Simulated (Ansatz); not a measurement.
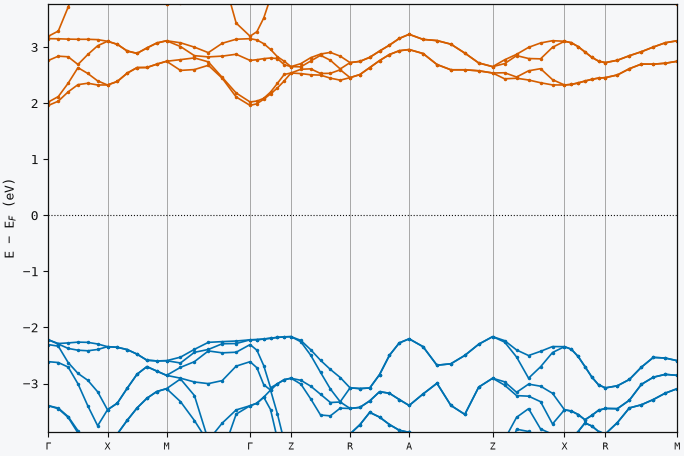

Band structure. Energies are counted from the Fermi level. The path runs straight from each named point to the next. The path has few k points, so lines between them are rough.

System: HfO₂, space group P4_2/nmc, 6 atoms in the cell.

```
O Hf
1.0
     3.75401    0.00000    0.00000
     0.00000    3.75401    0.00000
     0.00000    0.00000    5.41691
O Hf
4 2
Direct
  0.00000 0.50000 0.20100
  0.00000 0.50000 0.70100
  0.50000 0.00000 0.29900
  0.50000 0.00000 0.79900
  0.00000 0.00000 0.00000
  0.50000 0.50000 0.50000
```

Computed with Ansatz: DFT with PBE, PAW plane waves, no spin polarisation, 7×7×5 k mesh, 420 eV cutoff.

> Is there a gap? Give its size, its kind and where the band edges lie.

The bands leave a gap. The gap along this path is 4.12 eV, from the valence-band top at Z to the conduction-band bottom at Γ; the smallest direct gap, at Γ, is only slightly larger at 4.18 eV.

> What are the direct gaps at A, X and R?

The direct gaps are 5.16 eV at A, 4.67 eV at X and 5.53 eV at R.

> How much do the top valence band and the lowest conduction band disperse along the path?

The top valence band spans 0.9 eV and the lowest conduction band 1.0 eV.

The structure was built from a prototype or by substitution, so it need not be a known phase. The atoms aren't at rest in this cell (largest force 0.6 eV/Å), so the relaxed material can differ. The cell is at −22 GPa in this functional. Spin-orbit coupling is left out, which matters for Hf.
